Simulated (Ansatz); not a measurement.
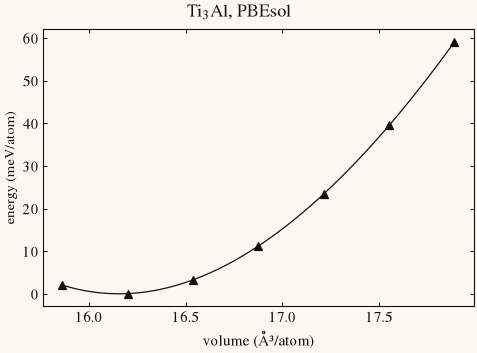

The picture above shows the energy against volume for Ti₃Al, space group Fm-3m (No. 225).

The given structure:
```yaml
crystal:
  lattice:
    - [0.00000, 3.23178, 3.23178]
    - [3.23178, 0.00000, 3.23178]
    - [3.23178, 3.23178, 0.00000]
  atoms:
    - { symbol: Ti, position: [0.00000, 0.00000, 0.00000] }
    - { symbol: Ti, position: [0.25000, 0.25000, 0.25000] }
    - { symbol: Ti, position: [0.75000, 0.75000, 0.75000] }
    - { symbol: Al, position: [0.50000, 0.50000, 0.50000] }
```

Method: all-electron LAPW DFT, no spin polarisation; energies at scaled volumes of the given cell, shape and fractions fixed, counted from the fit's minimum, third-order Birch-Murnaghan fit (Ansatz 0.2.0). Level: PBEsol.

```json
{"setting": "k mesh", "value": "7×7×7"}
{"setting": "occupations", "value": "Fermi–Dirac"}
{"setting": "smearing width", "value": "0.05 eV"}
{"setting": "potentials", "value": "all electron LAPW, scalar relativistic"}
{"setting": "program settings", "value": "basis error eV/atom 0.001"}
```

From this curve and the settings, what does the calculation give for the pressure at the same points?

The pressure falls from 2.25 GPa at volume 15.86 Å³/atom to −10.07 GPa at 17.89 Å³/atom, and changes sign near 16.16 Å³/atom.

```csv
volume (Å³/atom),pressure (GPa)
15.86,2.25
16.20,-0.34
16.54,-2.69
16.88,-4.82
17.21,-6.75
17.55,-8.49
17.89,-10.07
```
